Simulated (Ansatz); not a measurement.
**What a change does: single-point calculation on SiC**

System: SiC (8 atoms in the cell).
Method of run 1: DFT PBE, scalar-relativistic, plane waves, PAW, PAW set soft_1, no spin polarisation (Ansatz 0.2.0).

The structure derives from a Materials Project entry. Text and figures count atoms from 1; the logs count them from 0 in places.

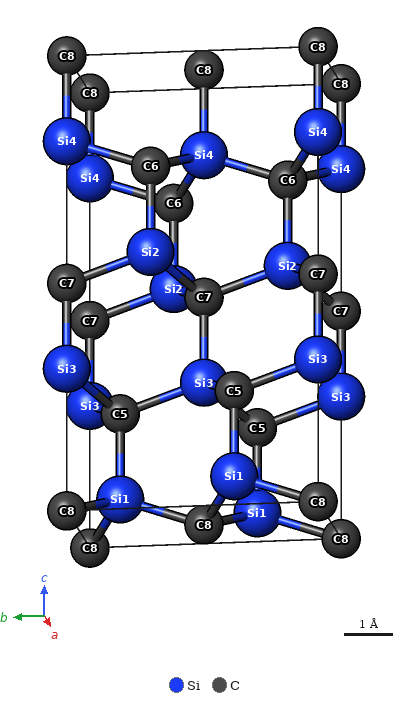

Fig. 1: The input geometry (ball-and-stick view of the cell 2 times as large as that of the calculation, set on its symmetry axes, seen at an oblique angle; atoms are numbered from 1 in the order of the input). An atom can appear more than once, as a periodic image. Near neighbours in the periodic cell (some may lie outside the picture): Si has 4 C at 1.85 to 1.95 Å; C has 4 Si at 1.85 to 1.95 Å.

### The input, run 1
```yaml
crystal:
  lattice:
    - [3.2487685143, 0.0, 0.0]
    - [-1.6243842571, 2.679539109, 0.0]
    - [0.0, 0.0, 9.8931611302]
  atoms:
    - { symbol: Si, position: [0.6666666667, 0.3333333333, 0.9378436843] }
    - { symbol: Si, position: [0.3333333333, 0.6666666667, 0.4378436843] }
    - { symbol: Si, position: [0.0, 0.0, 0.6878989045] }
    - { symbol: Si, position: [0.0, 0.0, 0.1878989045] }
    - { symbol: C, position: [0.6666666667, 0.3333333333, 0.7498087506] }
    - { symbol: C, position: [0.3333333333, 0.6666666667, 0.2498087506] }
    - { symbol: C, position: [0.0, 0.0, 0.5004476606] }
    - { symbol: C, position: [0.0, 0.0, 0.0004476606] }
basis:
  ecutwfc: 520.0
kpoints:
  mp_grid: { grid: [12, 12, 4] }
hamiltonian:
  xc: pbe
  pseudopotentials: { kind: paw, azcp: { folder: soft_1 } }
scf:
  occupations: { method: gaussian, width: 0.05 }
output:
  forces: true
  stress: true
  eigenvalues: true
```

Launched with:
```bash
ansatz run input.yaml --threads 2 --pin off --max-ram 4096MiB --backend cpu --events-out ev --progress --plain --runs-dir out
```

Hardware: 2 threads of Intel Xeon (Sapphire Rapids), 192 GiB of memory available, shared host.

### Output, shortened to warnings, some set-up lines, iterations and results (run 1)
```
Basis set: ecut = 520 eV, 2303 PW (Γ), exchange–correlation on 50×48×150 points (8 copies of the dense FFT grid, shifted against one another)
Symmetry: 4 space group operations
k-points: 129 of 576 (time reversal used)
Initial density: superposition of atomic densities (chi_scale 0.1, normalization cell, long waves kept (reshape's long-wave potential 0.00 eV rms))
[...]
SCF iter   1: F=—  HF=-3553.971665 eV  |F-HF|=—  |Δ(HF+E_count)|=         —  Δρ=1.32e-1  dr2=1.87e1  ethr=3.10e-3  ⟨swp⟩=6.5  Hψ=17826  notcnv=0  defer=18
SCF iter   2: F=—  HF=-3548.394437 eV  |F-HF|=—  |Δ(HF+E_count)|=    5.58e0  Δρ=3.35e-2  dr2=7.03e-1  ethr=3.10e-3  ⟨swp⟩=4.0  Hψ=8201  notcnv=0  defer=369
SCF iter   3: F=—  HF=-3548.291100 eV  |F-HF|=—  |Δ(HF+E_count)|=   1.03e-1  Δρ=1.21e-2  dr2=6.64e-2  ethr=2.20e-3  ⟨swp⟩=2.8  Hψ=5054  notcnv=0  defer=369
SCF iter   4: F=—  HF=-3548.292268 eV  |F-HF|=—  |Δ(HF+E_count)|=   1.17e-3  Δρ=9.90e-4  dr2=2.37e-3  ethr=2.07e-4  ⟨swp⟩=2.8  Hψ=4722  notcnv=0  defer=369
SCF iter   5: F=—  HF=-3548.291699 eV  |F-HF|=—  |Δ(HF+E_count)|=   5.69e-4  Δρ=3.46e-4  dr2=9.59e-5  ethr=7.40e-6  ⟨swp⟩=2.0  Hψ=4206  notcnv=0  defer=240
SCF iter   6: F=—  HF=-3548.291717 eV  |F-HF|=—  |Δ(HF+E_count)|=   1.77e-5  Δρ=9.63e-5  dr2=5.44e-6  ethr=3.00e-7  ⟨swp⟩=2.0  Hψ=4578  notcnv=0  defer=240
SCF iter   7: F=—  HF=-3548.291719 eV  |F-HF|=—  |Δ(HF+E_count)|=   2.63e-6  Δρ=2.04e-5  dr2=2.13e-7  ethr=1.70e-8  ⟨swp⟩=2.0  Hψ=4307  notcnv=0  defer=240
SCF iter   8: F=-3548.291720 eV  HF=-3548.291720 eV  |F-HF|=1.01e-8  |Δ(HF+E_count)|=   1.67e-7  Δρ=4.63e-6  dr2=9.36e-9  ethr=3.13e-10  ⟨swp⟩=13.3  Hψ=18257  notcnv=0
SCF 1 converged in 8 iterations: F = -3548.291720 eV  dr2 = 9.36e-9
SCF converged after 8 iterations
Free energy (F): -3548.291720 eV
Harris-Foulkes:  -3548.291720 eV  (|F-HF|=1.01e-8)
Internal energy: -3548.291720 eV  (E = F + TS)
E sigma→0 (E₀):  -3548.291720 eV
Fermi energy:    9.911001 eV
--- Per-component energies (eV) ---
  E_band       = 102.411203
  E_kinetic    = 525.553823
  E_local      = -395.749273  (includes V_loc(G=0)·N_el)
  E_nonlocal   = 179.321417
  E_hartree    = 130.728945
  E_xc         = -419.988140
  E_vxc        = -431.286907  (∫ρ·V_xc dr)
  E_paw        = -2445.899531  (= ΣΔE_a)
  E_vpaw       = -36.885107  (= ΣTr[D̂ρ^β])
  E_aug_tail   = 0.000052  (compensation charges beyond the density's cutoff)
  E_ewald      = -1122.259012
  E_smearing   = -0.000000  (= −TS)
  E_closure    = 0.000000  (closes the sum)
  Σ components = -3548.291720   (vs F -3548.291720, Δ=0.00e0)
--- Forces (eV/Å), atoms counted from 1 ---
  atom   1  Si    -0.00000000    -0.26177784     0.42055131
  atom   2  Si     0.00000000     0.26177784     0.42055131
  atom   3  Si     0.00000000     0.23280147     0.47343897
  atom   4  Si    -0.00000000    -0.23280147     0.47343897
  atom   5  C     -0.00000000    -0.38160308    -0.47427526
  atom   6  C      0.00000000     0.38160308    -0.47427526
  atom   7  C     -0.00000000    -0.22825803    -0.41969584
  atom   8  C      0.00000000     0.22825803    -0.41969584
  max |Σ_I F_I| component: 3.84e-5 eV/Å
--- Stress (GPa, compression-positive) ---
      -21.929578       0.000000      -0.000000
        0.000000      -2.807067      -0.000000
       -0.000000      -0.000000      12.000152
  P = ⅓ Tr σ = -4.2455 GPa (-42.455 kbar)
```

The input of run 2 differs as follows (lines with − go, lines with + come):
```diff
-    - [0.0, 0.0, 9.8931611302]
+    - [0.0, 0.0, 9.4201288534]
```

How does run 2 compare with run 1?

With the same functional and potentials, run 2 lies 92.3 meV per atom higher. The gap on the mesh goes from 1.55 to 1.18 eV. The pressure goes from −4.25 to 8.47 GPa. The largest force goes from 0.609 to 1.641 eV/Å. The volume per atom goes from 10.77 to 10.25 Å³. The number of SCF iterations is the same. The plane waves at Γ go from 2303 to 2193.

### Output, shortened to warnings, some set-up lines, iterations and results (run 2)
```
Basis set: ecut = 520 eV, 2193 PW (Γ), exchange–correlation on 50×48×144 points (8 copies of the dense FFT grid, shifted against one another)
Symmetry: 4 space group operations
k-points: 129 of 576 (time reversal used)
Initial density: superposition of atomic densities (chi_scale 0.1, normalization cell, long waves kept (reshape's long-wave potential 0.00 eV rms))
[...]
SCF iter   1: F=—  HF=-3554.022960 eV  |F-HF|=—  |Δ(HF+E_count)|=         —  Δρ=1.43e-1  dr2=2.06e1  ethr=3.10e-3  ⟨swp⟩=6.7  Hψ=17814  notcnv=0  defer=6
SCF iter   2: F=—  HF=-3547.677951 eV  |F-HF|=—  |Δ(HF+E_count)|=    6.35e0  Δρ=3.56e-2  dr2=7.48e-1  ethr=3.10e-3  ⟨swp⟩=4.2  Hψ=8230  notcnv=0  defer=387
SCF iter   3: F=—  HF=-3547.553855 eV  |F-HF|=—  |Δ(HF+E_count)|=   1.24e-1  Δρ=1.27e-2  dr2=6.93e-2  ethr=2.34e-3  ⟨swp⟩=2.9  Hψ=5242  notcnv=0  defer=384
SCF iter   4: F=—  HF=-3547.552874 eV  |F-HF|=—  |Δ(HF+E_count)|=   9.82e-4  Δρ=7.52e-4  dr2=4.56e-4  ethr=2.17e-4  ⟨swp⟩=2.1  Hψ=3615  notcnv=0  defer=384
SCF iter   5: F=—  HF=-3547.553026 eV  |F-HF|=—  |Δ(HF+E_count)|=   1.52e-4  Δρ=2.55e-4  dr2=4.91e-5  ethr=1.42e-6  ⟨swp⟩=2.0  Hψ=4785  notcnv=0  defer=255
SCF iter   6: F=—  HF=-3547.553120 eV  |F-HF|=—  |Δ(HF+E_count)|=   9.37e-5  Δρ=8.06e-5  dr2=6.48e-6  ethr=1.54e-7  ⟨swp⟩=2.0  Hψ=4384  notcnv=0  defer=255
SCF iter   7: F=—  HF=-3547.553120 eV  |F-HF|=—  |Δ(HF+E_count)|=   2.31e-8  Δρ=1.99e-5  dr2=2.81e-7  ethr=2.03e-8  ⟨swp⟩=2.0  Hψ=4204  notcnv=0  defer=255
SCF iter   8: F=-3547.553120 eV  HF=-3547.553120 eV  |F-HF|=9.61e-9  |Δ(HF+E_count)|=   3.94e-8  Δρ=4.44e-6  dr2=1.03e-8  ethr=3.13e-10  ⟨swp⟩=12.8  Hψ=18112  notcnv=0
SCF 1 converged in 8 iterations: F = -3547.553120 eV  dr2 = 1.03e-8
SCF converged after 8 iterations
Free energy (F): -3547.553120 eV
Harris-Foulkes:  -3547.553120 eV  (|F-HF|=9.61e-9)
Internal energy: -3547.553120 eV  (E = F + TS)
E sigma→0 (E₀):  -3547.553120 eV
Fermi energy:    10.442105 eV
--- Per-component energies (eV) ---
  E_band       = 118.134927
  E_kinetic    = 537.159873
  E_local      = -388.083678  (includes V_loc(G=0)·N_el)
  E_nonlocal   = 181.763566
  E_hartree    = 130.643644
  E_xc         = -423.762232
  E_vxc        = -436.159526  (∫ρ·V_xc dr)
  E_paw        = -2446.846957  (= ΣΔE_a)
  E_vpaw       = -37.832330  (= ΣTr[D̂ρ^β])
  E_aug_tail   = 0.000051  (compensation charges beyond the density's cutoff)
  E_ewald      = -1138.427386
  E_smearing   = -0.000000  (= −TS)
  E_closure    = -0.000000  (closes the sum)
  Σ components = -3547.553120   (vs F -3547.553120, Δ=0.00e0)
--- Forces (eV/Å), atoms counted from 1 ---
  atom   1  Si    -0.00000000    -0.29755392     1.42764567
  atom   2  Si     0.00000000     0.29755392     1.42764567
  atom   3  Si     0.00000000     0.24210658     1.62338824
  atom   4  Si    -0.00000000    -0.24210658     1.62338824
  atom   5  C     -0.00000000    -0.43668229    -1.57891571
  atom   6  C      0.00000000     0.43668229    -1.57891571
  atom   7  C     -0.00000000    -0.24007998    -1.47209382
  atom   8  C      0.00000000     0.24007998    -1.47209382
  max |Σ_I F_I| component: 4.88e-5 eV/Å
--- Stress (GPa, compression-positive) ---
      -20.993198       0.000000       0.000000
        0.000000      -1.155364       0.000000
        0.000000       0.000000      47.556261
  P = ⅓ Tr σ = 8.4692 GPa (84.692 kbar)
```

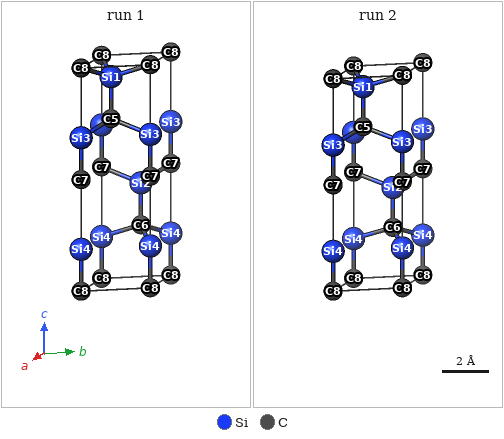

Fig. 2: The two input geometries at one scale (ball-and-stick view of the cell of the calculation, seen slightly off an axis). No atom moves by more than 0.005 Å relative to the cell. The drawn cell changes as follows: a stays at 3.249 Å, b stays at 3.133 Å, c 9.893 → 9.420 Å (−4.8 %); the volume changes by −4.8 %. Among the contacts that change: Si1–C5 1.860 → 1.771 Å, Si3–C7 1.854 → 1.766 Å, Si1–C8 1.891 → 1.881 Å, Si3–C5 1.952 → 1.943 Å.

### The two runs side by side

| quantity | run 1 | run 2 |
| --- | --- | --- |
| outcome | converged | converged |
| free energy per atom (eV) | −443.5365 | −443.4441 |
| gap on the mesh (eV) | 1.55 | 1.18 |
| pressure (GPa) | −4.25 | 8.47 |
| volume per atom (Å³) | 10.77 | 10.25 |
| largest force (eV/Å) | 0.609 | 1.641 |
| SCF iterations | 8 | 8 |
| irreducible k-points | 129 | 129 |
| plane waves at Γ | 2303 | 2193 |
| wall time (shared host) | 12 s | 11 s |
